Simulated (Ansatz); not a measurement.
```xyz
9
Lattice="3.6102 0.0000 0.0000 -1.8051 3.1266 0.0000 0.0000 0.0000 54.9049" Properties=species:S:1:pos:R:3 pbc="T T T"
S     1.8051    1.0422   20.2160
Hf    0.0000    0.0000   21.6748
S     0.0000    2.0844   23.1303
S     1.8051    1.0422   25.9980
Hf    0.0000    0.0000   27.4524
S     0.0000    2.0844   28.9069
S     1.8051    1.0422   31.7745
Hf    0.0000    0.0000   33.2301
S     0.0000    2.0844   34.6889
```

Level of theory: Ansatz, DFT PBE+D3(BJ), scalar-relativistic, plane waves, PAW.

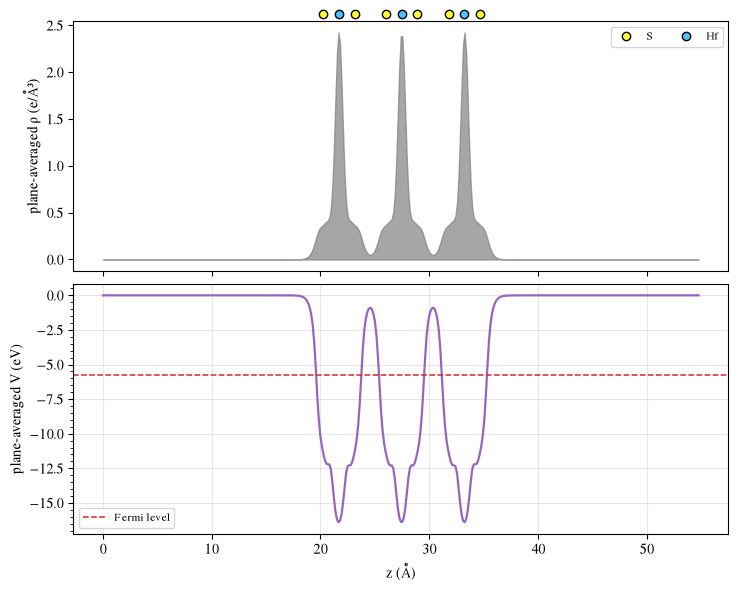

HfS$_{2}$ (slab). Plane average of the electrostatic potential (local pseudopotential plus Hartree) felt by an electron and of the valence pseudo-density across the slab. Circles mark the heights of the atoms.

> How far above the Fermi level of the calculation is the vacuum level?

5.8 eV. The slab has a gap, so the Fermi level lies inside it and this isn't a work function in the metallic sense.

> What are the slab's thickness and the vacuum gap?

The outermost nuclei are 14.5 Å apart, in 9 atomic planes; the vacuum between periodic images is 40.4 Å wide.
